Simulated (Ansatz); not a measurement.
# Geometry relaxation of Co (part 3 of 3)

The same run, continued: Co (P6₃/mmc, 4 atoms in the cell); DFT PBE, scalar-relativistic, plane waves, PAW, spin-polarised (Ansatz 0.2.0); cutoff 420 eV, 18×18×6 k-mesh, Gaussian smearing of 0.1 eV, collinear spins. The structure derives from a Materials Project entry.

Geometry of the input (Å; fractional positions):
```
2.4706  0.0000  0.0000
-1.2353  2.1396  0.0000
0.0000  0.0000  8.0882
Co 0.0000  0.0000  0.0000
Co 0.3333  0.6667  0.2500
Co 0.0000  0.0000  0.5000
Co 0.6667  0.3333  0.7500
```

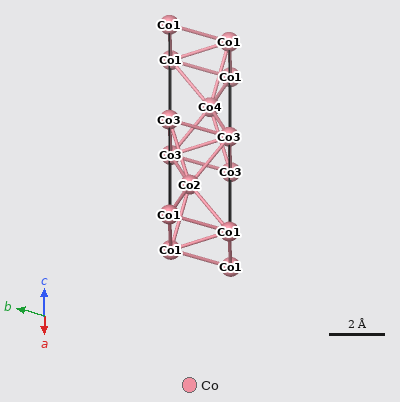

Figure 1. The geometry at step 3 of the log (ball-and-stick view of the cell of the calculation, seen at an oblique angle; atoms are numbered from 1 in the order of the input).

**The program's output, continued**
```
SCF iter   1: F=—  HF=-20504.598775 eV  |F-HF|=—  |Δ(HF+E_count)|=         —  Δρ=3.97e-5 (↑3.97e-5 ↓2.60e-5)  dr2=1.10e-6  dr2_m=4.78e-8  M=6.519 μB ∫|m|=7.152 μB  β_m=0.65  ethr=1.28e-9  ⟨swp⟩=2.0  Hψ=53796  notcnv=0
preconditioner: auto → none  [metal: Δε(μ)=0.002 eV  Ē_g=9.481 eV  σ=0.100 eV  W_gap=0.01  n_scr=4 (ndim 8)  ℏωp=33.8 eV  f_vac=0.000  D(μ)=3.35/eV (n_scr^D=50)]
SCF iter   2: F=—  HF=-20504.598775 eV  |F-HF|=—  |Δ(HF+E_count)|=   2.85e-8  Δρ=4.71e-5 (↑4.71e-5 ↓4.06e-5)  dr2=1.60e-6  dr2_m=7.85e-9  M=6.518 μB ∫|m|=7.152 μB  β_m=0.30  ethr=1.28e-9  ⟨swp⟩=2.0  Hψ=23862  notcnv=0
SCF iter   3: F=—  HF=-20504.598775 eV  |F-HF|=—  |Δ(HF+E_count)|=   3.66e-7  Δρ=8.31e-6 (↑4.86e-6 ↓8.31e-6)  dr2=1.31e-8  dr2_m=1.09e-8  M=6.519 μB ∫|m|=7.152 μB  β_m=0.63  ethr=1.28e-9  ⟨swp⟩=3.0  Hψ=24852  notcnv=0
SCF iter   4: F=—  HF=-20504.598775 eV  |F-HF|=—  |Δ(HF+E_count)|=   1.74e-7  Δρ=6.75e-6 (↑2.73e-6 ↓6.75e-6)  dr2=2.25e-8  dr2_m=2.45e-9  M=6.519 μB ∫|m|=7.152 μB  β_m=0.81  ethr=1.92e-11  ⟨swp⟩=2.0  Hψ=23409  notcnv=0
SCF iter   5: F=—  HF=-20504.598775 eV  |F-HF|=—  |Δ(HF+E_count)|=   5.18e-8  Δρ=5.86e-6 (↑5.86e-6 ↓5.21e-6)  dr2=3.09e-8  dr2_m=1.36e-9  M=6.519 μB ∫|m|=7.152 μB  β_m=0.64  ethr=1.92e-11  ⟨swp⟩=2.0  Hψ=23825  notcnv=0
SCF iter   6: F=—  HF=-20504.598775 eV  |F-HF|=—  |Δ(HF+E_count)|=   5.44e-9  Δρ=1.81e-6 (↑1.81e-6 ↓1.56e-6)  dr2=1.63e-9  dr2_m=4.78e-10  M=6.519 μB ∫|m|=7.152 μB  β_m=0.60  ethr=1.92e-11  ⟨swp⟩=2.0  Hψ=23199  notcnv=0
SCF iter   7: F=-20504.598775 eV  HF=-20504.598775 eV  |F-HF|=1.24e-9  |Δ(HF+E_count)|=   2.20e-9  Δρ=1.38e-6 (↑1.31e-6 ↓1.38e-6)  dr2=1.70e-9  dr2_m=2.08e-11  M=6.519 μB ∫|m|=7.152 μB  ethr=2.39e-12  ⟨swp⟩=1.5  Hψ=38947  notcnv=0
SCF 6 converged in 7 iterations: F = -20504.598775 eV  dr2 = 1.70e-9
relax step   6: F+E_penalty+E_count = -20504.59877517 eV  Δ(F+E_penalty+E_count) = +6.832e-6 eV  max|allowed force component| = 1.156e-17 eV/Å  Δτ_max = 0.0000 Å  P = +0.001 GPa  Ω = 43.512 Å³  energy of the carried Pulay correction = -8.232e-6 eV  (7 SCF iters, dr2 threshold 6.61e-9 eV, accepted)
iter 1 solved again at ethr=4.15e-9 eV; its pass at ethr=3.10e-3 eV (dr2=2.82e-6 eV) is discarded
SCF iter   1: F=—  HF=-20504.598772 eV  |F-HF|=—  |Δ(HF+E_count)|=         —  Δρ=5.23e-5 (↑5.23e-5 ↓3.65e-5)  dr2=7.07e-8  dr2_m=2.50e-8  M=6.519 μB ∫|m|=7.152 μB  β_m=0.65  ethr=4.15e-9  ⟨swp⟩=4.0  Hψ=91568  notcnv=0
SCF iter   2: F=—  HF=-20504.598779 eV  |F-HF|=—  |Δ(HF+E_count)|=   7.15e-6  Δρ=1.83e-5 (↑1.83e-5 ↓1.28e-5)  dr2=9.38e-9  dr2_m=3.05e-9  M=6.519 μB ∫|m|=7.152 μB  β_m=0.64  ethr=1.04e-10  ⟨swp⟩=1.1  Hψ=13661  notcnv=0
SCF iter   3: F=—  HF=-20504.598780 eV  |F-HF|=—  |Δ(HF+E_count)|=   9.83e-7  Δρ=2.60e-6 (↑2.60e-6 ↓2.02e-6)  dr2=4.54e-9  dr2_m=3.74e-11  M=6.519 μB ∫|m|=7.152 μB  β_m=0.46  ethr=1.38e-11  ⟨swp⟩=2.0  Hψ=19025  notcnv=0
SCF iter   4: F=—  HF=-20504.598780 eV  |F-HF|=—  |Δ(HF+E_count)|=  9.82e-11  Δρ=3.30e-7 (↑1.08e-7 ↓3.30e-7)  dr2=4.50e-11  dr2_m=6.18e-12  M=6.519 μB ∫|m|=7.152 μB  β_m=0.73  ethr=6.68e-12  ⟨swp⟩=2.0  Hψ=18528  notcnv=0
SCF iter   5: F=—  HF=-20504.598780 eV  |F-HF|=—  |Δ(HF+E_count)|=  5.31e-10  Δρ=2.83e-7 (↑2.83e-7 ↓2.11e-7)  dr2=6.61e-11  dr2_m=3.88e-12  M=6.519 μB ∫|m|=7.152 μB  β_m=0.73  ethr=1.00e-12  ⟨swp⟩=1.1  Hψ=13691  notcnv=0
SCF iter   6: F=—  HF=-20504.598780 eV  |F-HF|=—  |Δ(HF+E_count)|=  1.82e-11  Δρ=7.97e-8 (↑7.97e-8 ↓7.21e-8)  dr2=1.37e-12  dr2_m=1.75e-12  M=6.519 μB ∫|m|=7.152 μB  β_m=0.82  ethr=1.00e-12  ⟨swp⟩=1.0  Hψ=13616  notcnv=0
SCF iter   7: F=—  HF=-20504.598780 eV  |F-HF|=—  |Δ(HF+E_count)|=  7.28e-12  Δρ=5.20e-8 (↑4.47e-8 ↓5.20e-8)  dr2=1.14e-12  dr2_m=5.60e-13  M=6.519 μB ∫|m|=7.152 μB  β_m=0.91  ethr=1.00e-12  ⟨swp⟩=1.0  Hψ=13616  notcnv=0
SCF iter   8: F=—  HF=-20504.598780 eV  |F-HF|=—  |Δ(HF+E_count)|=  3.64e-12  Δρ=2.69e-7 (↑4.45e-8 ↓2.69e-7)  dr2=4.15e-11  dr2_m=5.15e-12  M=6.519 μB ∫|m|=7.152 μB  β_m=0.95  ethr=1.00e-12  ⟨swp⟩=1.0  Hψ=13616  notcnv=0
SCF iter   9: F=-20504.598780 eV  HF=-20504.598780 eV  |F-HF|=3.64e-12  |Δ(HF+E_count)|=  3.64e-12  Δρ=1.23e-7 (↑2.38e-8 ↓1.23e-7)  dr2=9.00e-12  dr2_m=9.98e-13  M=6.519 μB ∫|m|=7.152 μB  ethr=1.00e-12  ⟨swp⟩=1.2  Hψ=28577  notcnv=0
SCF 7 converged in 9 iterations: F = -20504.598780 eV  dr2 = 9.00e-12
relax step   7: F+E_penalty+E_count = -20504.59878047 eV  Δ(F+E_penalty+E_count) = -5.308e-6 eV  max|allowed force component| = 1.272e-17 eV/Å  Δτ_max = 0.0000 Å  P = +0.001 GPa  Ω = 43.512 Å³  stress off target by 1.51e-3 GPa  SCF on the basis re-selected at this cell (its energy is not comparable with the rows above)  (9 SCF iters)
basis re-selected at this cell: Δ(F+E_penalty+E_count) = -5.308e-6 eV, ΔP = +0.000 GPa vs the last step (what re-selecting the basis moved, of the pressure what is left beyond the Pulay correction that the steps carried, after the strain that the cell walked since its last selection, with what the two solves' SCF thresholds leave and, on support functions, any second-order correction that the steps lacked; it is no measure of the basis error at this ecutwfc). This SCF's stress stands 1.51e-3 GPa from its target on what of the cell is left free (relax.cell.stress_tol is 5.00e-2 GPa) and its largest allowed force component is 1.27e-17 eV/Å (relax.f_tol is 5.00e-3 eV/Å): within both
SCF converged after 9 iterations
Magnetization: 6.5187 μB (37.2593 up, 30.7407 down)
Absolute magnetization: 7.1544 μB (∫|ρ↑−ρ↓|, with the PAW one-centre terms)
Spin contamination: 0.1102 ħ² per cell (⟨S²⟩ above its minimum at these occupations)
Per-site moments (μB) at R_I (Å): [(1.692996645470522, 1.0240648409746376), (1.7116992901257246, 1.0240648409746385), (1.6929966454705248, 1.0240648409746385), (1.7116992901257264, 1.0240648409746376)]
Free energy (F): -20504.598780 eV
Harris-Foulkes:  -20504.598780 eV  (|F-HF|=3.64e-12)
Internal energy: -20504.582025 eV  (E = F + TS)
E sigma→0 (E₀):  -20504.590403 eV
Entropy (-TS):   -0.016755 eV (-4.189 meV/atom)
Fermi energy:    18.710102 eV
--- Per-component energies (eV) ---
  E_band       = -979.776460
  E_kinetic    = 1814.135365
  E_local      = -11343.340826  (includes V_loc(G=0)·N_el)
  E_nonlocal   = 1816.300962
  E_hartree    = 4753.715034
  E_xc         = -635.970601
  E_vxc        = -820.674938  (∫ρ·V_xc dr)
  E_paw        = -6060.390824  (= ΣΔE_a)
  E_vpaw       = -1953.627390  (= ΣTr[D̂ρ^β])
  E_aug_tail   = 0.000339  (compensation charges beyond the density's cutoff)
  E_ewald      = -10849.031474
  E_smearing   = -0.016755  (= −TS)
  E_closure    = -0.000000  (closes the sum)
  Σ components = -20504.598780   (vs F -20504.598780, Δ=0.00e0)
--- Forces (eV/Å), atoms counted from 1 ---
  atom   1  Co     0.00000000     0.00000000    -0.00000000
  atom   2  Co    -0.00000000    -0.00000000     0.00000000
  atom   3  Co    -0.00000000     0.00000000     0.00000000
  atom   4  Co     0.00000000     0.00000000    -0.00000000
  max |Σ_I F_I| component: 9.25e-18 eV/Å
--- Stress (GPa, compression-positive) ---
        0.001509       0.000000       0.000000
        0.000000       0.001509       0.000000
        0.000000       0.000000       0.000242
  P = ⅓ Tr σ = 0.0011 GPa (0.011 kbar)
--- Band table (eV; the first three rows and the last of 296) ---
  k-point 0 ↑: bands = ["-77.4479", "-77.4327", "-77.3978", "-77.3824", "-40.8470", "-40.7208", "-40.6435", "-40.5561", "-40.5561", "-40.5378", "-40.5378", "-40.5268", "-40.5268", "-40.5148", "-40.5084", "-40.5084", "9.6220", "11.8450", "11.8681", "13.4699", "15.6716", "15.7008", "15.8971", "15.8971", "15.9328", "15.9328", "16.0108", "16.1951", "16.1951", "16.2650", "16.2650", "16.8488", "16.8488", "17.1743", "17.1743", "17.4998", "17.4998", "17.8945", "17.8945", "18.4025", "24.8551", "33.3752", "33.3767", "40.2049", "40.8210", "41.7110"]
  k-point 1 ↑: bands = ["-77.4471", "-77.4340", "-77.3964", "-77.3832", "-40.8418", "-40.7390", "-40.6251", "-40.5553", "-40.5553", "-40.5404", "-40.5404", "-40.5242", "-40.5242", "-40.5203", "-40.5092", "-40.5092", "9.6918", "11.2478", "12.4515", "13.4543", "15.6948", "15.8048", "15.9098", "15.9098", "15.9469", "15.9469", "15.9914", "16.1726", "16.1726", "16.2406", "16.2406", "16.8767", "16.8767", "17.1538", "17.1538", "17.5343", "17.5343", "17.8727", "17.8727", "18.1145", "25.2801", "31.4233", "35.3885", "40.2464", "40.7704", "41.6616"]
  k-point 2 ↑: bands = ["-77.4448", "-77.4375", "-77.3929", "-77.3854", "-40.8264", "-40.7714", "-40.5923", "-40.5531", "-40.5531", "-40.5451", "-40.5451", "-40.5361", "-40.5195", "-40.5195", "-40.5115", "-40.5115", "9.8993", "10.6949", "12.9354", "13.3931", "15.7670", "15.9366", "15.9447", "15.9447", "15.9800", "15.9800", "16.1264", "16.1264", "16.1329", "16.1810", "16.1810", "16.9451", "16.9451", "17.1004", "17.1004", "17.4448", "17.6189", "17.6189", "17.8109", "17.8109", "26.3733", "29.5681", "37.4197", "40.3629", "40.5965", "41.1270"]
  k-point 147 ↓: bands = ["-75.2995", "-75.2995", "-75.2892", "-75.2892", "-38.7419", "-38.7419", "-38.7195", "-38.7195", "-38.6797", "-38.6797", "-38.6672", "-38.6672", "-38.5682", "-38.5682", "-38.5528", "-38.5528", "15.8286", "15.8286", "15.9094", "15.9094", "15.9166", "15.9166", "16.0129", "16.0129", "17.0124", "17.0124", "17.1053", "17.1053", "18.4397", "18.4397", "18.9792", "18.9792", "19.6620", "19.6620", "19.7630", "19.7630", "24.2602", "24.2602", "24.7724", "24.7724", "25.3942", "25.3942", "28.2216", "28.2216", "29.9567", "29.9567"]
--- Relaxed structure (5 steps of the walk, 5 accepted, 2 SCFs on fresh bases) ---
  F+E_penalty+E_count = -20504.59878047 eV   max|allowed force component| = 1.272e-17 eV/Å   (the final SCF, on the basis selected at the relaxed cell)
  cell:  # Å, volume = 43.5123 Å³
    - [2.4915950706635717, 2.911332971947806e-11, 0.0]
    - [-1.2457975353569986, 2.1577846271241796, 0.0]
    - [0.0, 0.0, 8.09331764302568]
  atoms:
    - { symbol: Co, position: [3.8082072671007397e-35, 4.875804073337257e-35, 2.9764377366095e-36] }
    - { symbol: Co, position: [0.3333333333333333, 0.6666666666666666, 0.25000000000000006] }
    - { symbol: Co, position: [3.9237310814472633e-35, 4.782038610385917e-35, 0.5000000000000001] }
    - { symbol: Co, position: [0.6666666666666666, 0.3333333333333333, 0.7500000000000002] }
--- Löwdin populations: 4 sites ---
  site symbol       q [e]    m [muB]
     0     Co     16.7803     1.6865
     1     Co     16.7753     1.7013
     2     Co     16.7803     1.6865
     3     Co     16.7753     1.7013
  spilling = 0.013068 (of n_electrons = 68.000000)
```

**File populations.tsv**
```
# site	symbol	l	j	q_up	q_dn
# orbitals = lowdin
# n_electrons = 68.000000
# spilling = 0.013068
0	Co	0_3S	-	0.993673	0.993961
0	Co	0_4S	-	0.462116	0.495835
0	Co	1_3P	-	2.998798	2.998703
0	Co	2_3D	-	4.778809	3.058439
1	Co	0_3S	-	0.993667	0.993969
1	Co	0_4S	-	0.461474	0.497049
1	Co	1_3P	-	2.998805	2.998702
1	Co	2_3D	-	4.784353	3.047326
2	Co	0_3S	-	0.993673	0.993961
2	Co	0_4S	-	0.462116	0.495835
2	Co	1_3P	-	2.998798	2.998703
2	Co	2_3D	-	4.778809	3.058439
3	Co	0_3S	-	0.993667	0.993969
3	Co	0_4S	-	0.461474	0.497049
3	Co	1_3P	-	2.998805	2.998702
3	Co	2_3D	-	4.784353	3.047326
```

**Trajectory as extended XYZ (Å, eV, eV/Å), 7 frames, from step=1 to step=7**
```
4
Lattice="2.4706 0.0000 0.0000 -1.2353 2.1396 0.0000 0.0000 0.0000 8.0882" Properties=species:S:1:pos:R:3:forces:R:3 step=1 energy=-20504.58771 pressure_GPa=3.99
Co    0.0000    0.0000    0.0000    0.0000   0.0000   0.0000
Co    0.0000    1.4264    2.0221    0.0000   0.0000   0.0000
Co    0.0000    0.0000    4.0441    0.0000   0.0000   0.0000
Co    1.2353    0.7132    6.0662    0.0000   0.0000   0.0000
4
Lattice="2.4813 0.0000 0.0000 -1.2407 2.1489 0.0000 0.0000 0.0000 8.0938" Properties=species:S:1:pos:R:3:forces:R:3 step=2 energy=-20504.59582 pressure_GPa=1.79
Co    0.0000    0.0000    0.0000    0.0000   0.0000   0.0000
Co    0.0000    1.4326    2.0235    0.0000   0.0000   0.0000
Co    0.0000    0.0000    4.0469    0.0000   0.0000   0.0000
Co    1.2407    0.7163    6.0704    0.0000   0.0000   0.0000
4
Lattice="2.4908 0.0000 0.0000 -1.2454 2.1571 0.0000 0.0000 0.0000 8.0948" Properties=species:S:1:pos:R:3:forces:R:3 step=3 energy=-20504.59785 pressure_GPa=0.06
Co    0.0000    0.0000    0.0000    0.0000   0.0000   0.0000
Co    0.0000    1.4381    2.0237    0.0000   0.0000   0.0000
Co    0.0000    0.0000    4.0474    0.0000   0.0000   0.0000
Co    1.2454    0.7190    6.0711    0.0000   0.0000   0.0000
4
Lattice="2.4913 0.0000 0.0000 -1.2457 2.1576 0.0000 0.0000 0.0000 8.0936" Properties=species:S:1:pos:R:3:forces:R:3 step=4 energy=-20504.59784 pressure_GPa=-0.00
Co    0.0000    0.0000    0.0000    0.0000   0.0000   0.0000
Co    0.0000    1.4384    2.0234    0.0000   0.0000   0.0000
Co    0.0000    0.0000    4.0468    0.0000   0.0000   0.0000
Co    1.2457    0.7192    6.0702    0.0000   0.0000   0.0000
4
Lattice="2.4913 0.0000 0.0000 -1.2457 2.1576 0.0000 0.0000 0.0000 8.0936" Properties=species:S:1:pos:R:3:forces:R:3 step=5 energy=-20504.59878 pressure_GPa=0.04
Co    0.0000    0.0000    0.0000    0.0000   0.0000   0.0000
Co    0.0000    1.4384    2.0234    0.0000   0.0000   0.0000
Co    0.0000    0.0000    4.0468    0.0000   0.0000   0.0000
Co    1.2457    0.7192    6.0702    0.0000   0.0000   0.0000
4
Lattice="2.4916 0.0000 0.0000 -1.2458 2.1578 0.0000 0.0000 0.0000 8.0933" Properties=species:S:1:pos:R:3:forces:R:3 step=6 energy=-20504.59877 pressure_GPa=0.00
Co    0.0000    0.0000    0.0000    0.0000   0.0000   0.0000
Co    0.0000    1.4385    2.0233    0.0000   0.0000   0.0000
Co    0.0000    0.0000    4.0467    0.0000   0.0000   0.0000
Co    1.2458    0.7193    6.0700    0.0000   0.0000   0.0000
4
Lattice="2.4916 0.0000 0.0000 -1.2458 2.1578 0.0000 0.0000 0.0000 8.0933" Properties=species:S:1:pos:R:3:forces:R:3 step=7 energy=-20504.59878 pressure_GPa=0.00
Co    0.0000    0.0000    0.0000    0.0000   0.0000   0.0000
Co    0.0000    1.4385    2.0233    0.0000   0.0000   0.0000
Co    0.0000    0.0000    4.0467    0.0000   0.0000   0.0000
Co    1.2458    0.7193    6.0700    0.0000   0.0000   0.0000
```

**Summary**

| quantity | value |
| --- | --- |
| outcome | converged |
| space group (tolerance 0.01 Å) | P6₃/mmc (194) |
| electrons treated | 68 |
| free energy | −20504.5988 eV |
| Fermi energy | 18.710 eV |
| gap on the k-point mesh | none (metallic) |
| net moment of the cell | 6.52 μB |
| integrated absolute moment | 7.15 μB |
| pressure | 0.00 GPa |
| final volume | 43.51 Å³ |
| largest force (length of the vector) at the end | under 0.001 eV/Å |
| final cell | a = 2.492 Å, b = 2.492 Å, c = 8.093 Å, α = 90.00°, β = 90.00°, γ = 120.00° |
| hardware | 2 threads of Intel Xeon @ 2.50GHz (Skylake/Cascade Lake), 189 GiB of memory available, shared host |
| wall time | 5.5 min (CPU time 10 min) |
| peak memory | 0.73 GiB |
